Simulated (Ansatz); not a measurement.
**AlN (P6_3mc): least direct gap against volume**

The cell of AlN (P6_3mc) is scaled evenly and the response computed anew at each volume, on one mesh. The atoms keep their fractional positions.

It takes space group P6_3mc (No. 186, hexagonal). Conventional cell: a = 3.113 Å, b = 3.113 Å, c = 4.981 Å, α = 90.00°, β = 90.00°, γ = 120.00°. Al on site b has 4 N at 1.89 Å as nearest neighbours. Around N on site b lie 4 Al at 1.89 Å.

Method: Ansatz 0.2.0, PBE, independent particles, k-mesh 9×9×5 with interpolation inside its cells, Gaussian parameter 0.1 eV.

Launch of the response step: `ansatz run input.yaml --threads 4 --pin off --max-ram 8192MiB --backend cpu --events-out ev --progress --plain --runs-dir out`. The series took 4.9 min in all, on 4 threads of AMD EPYC (Zen 3) (shared host).

```
V/V₀  V (Å³, primitive cell)  least direct gap (eV)
0.94                   39.29                      ?
0.96                   40.13                  4.575
0.98                   40.97                  4.391
1.00                   41.80                  4.213
1.02                   42.64                  4.041
1.04                   43.47                  3.874
1.06                   44.31                  3.712
```

For small changes the quantity should be close to linear in ln V.

Working, on the rows shown:

| x = ln(V/V₀) | y = least direct gap |
| --- | --- |
| -0.040822 | 4.575 |
| -0.0202027 | 4.391 |
| 0 | 4.213 |
| 0.0198026 | 4.041 |
| 0.0392207 | 3.874 |
| 0.0582689 | 3.712 |

Means: x̄ = 0.0093779, ȳ = 4.1343. Σ(x − x̄)(y − ȳ) = -0.05984, Σ(x − x̄)² = 0.006873. Slope = -0.05984 / 0.006873 = -8.707; intercept = ȳ − slope · x̄ = 4.216. The line misses the rows shown by at most 0.0036 eV.

Question: Fill in the last column of the withheld row.

Answer: At x = -0.061875 the line gives y = 4.7548 eV. The run gave 4.765 eV, so the extrapolation is off by 0.01 eV, 1.0 % of the range in the table.

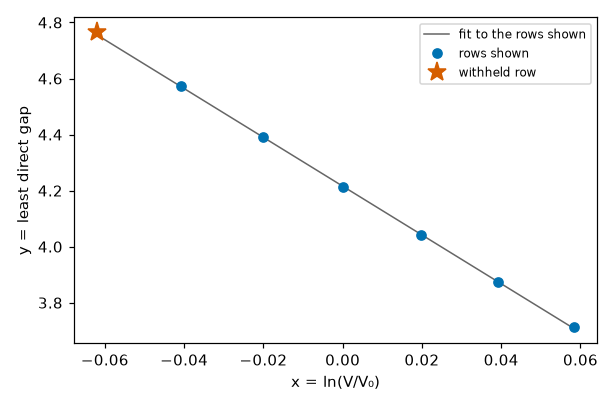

Between the rows on either side of x = 0 the slope is (4.041 − 4.391) / (0.019803 − (-0.020203)) = -8.749. That is a volume deformation potential of -8.7 eV: the least direct gap on this mesh widens by 87 meV for each per cent of compression. The cell comes from an older database entry, whose edges can be off by a per cent or so. PBE gaps are as a rule too small.

[Logs are printed without paths, hosts, clocks, repeated set-up lines and the standing remarks that a program may print on its own settings, such as how far it seeks lower states.]
